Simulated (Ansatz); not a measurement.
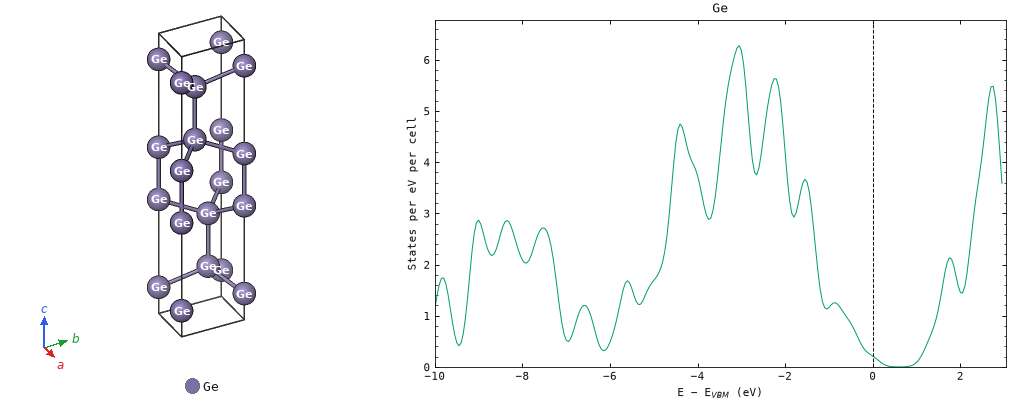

Density of states, beside the structure. Energies are counted from the top of the valence band. The curve is built from the levels of the k mesh with Gaussians 0.4 eV wide, which also blur the band edges.

The material is Ge, space group P6_3/mmc (No. 194), 8 atoms in the cell, 4H polytype type; a = 4.00 Å, b = 4.00 Å, c = 13.13 Å, α = 90.00°, β = 90.00°, γ = 120.00°.

Ansatz 0.2.0; DFT, PBE0, plane waves, PAW, no spin polarisation, 6×6×2 k mesh, 420 eV cutoff.

Q: Metal or insulator, going by the density of states?

A: There is a gap; over the k points computed it is 1.17 eV (direct among those points).
